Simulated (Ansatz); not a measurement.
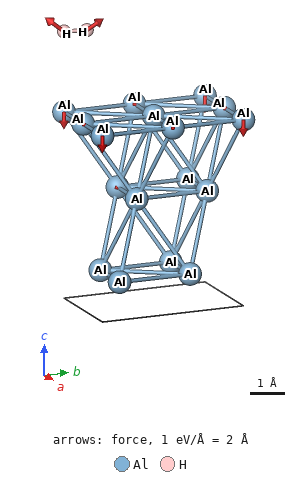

Starting geometry of a slab of composition Al₆H (cut from the Fm-3m phase) with the computed forces as red arrows. A ball-and-stick model of the cell of the calculation, outlined in the plane, without the vacuum, seen slightly off an axis.

Case: 1 H2 a cell, flat, over a top Al site. The slab is the (1 1 1) face of Al with H2 on it. 4 atoms are held fixed.

All numbers below come from DFT PBE+D3(BJ), scalar-relativistic, plane waves, PAW in Ansatz. Set-up: plane-wave cutoff 420 eV; k-point mesh 4 × 4 × 1; occupations gaussian; smearing width 0.1 eV; no spin polarisation; dipole correction; atoms relaxed in a fixed cell; force threshold 0.04 eV/Å; at most 100 steps.

What follows when this structure is relaxed?

Answer. It isn't relaxed: the largest force vector, on an H atom, is 0.40 eV/Å. The final displacements have little in common with the starting forces (cosine between the two patterns 0.30). The atom that moves furthest is an H atom (1.21 Å at 11° to the normal (+c side)). By element the largest moves are H 1.21 Å, Al 0.02 Å. The cell doesn't change. Near-neighbour distances that change, for instance: Al–Al 2.816 → 2.805 Å. After 12 accepted moves (16 points after the start) the energy has fallen by 0.133 eV per cell of the calculation. Largest force component: 0.31 eV/Å at the start, 0.032 eV/Å at the end. The line search rejected the trial steps at points 6, 10 of the run. 2 steps only repeated the SCF at the same geometry. The forces were under the threshold at step 5, but the run went on from there.

Limits of the set-up: the periodic images lie only 5.6 Å apart, so the values are limited by the cell's size.
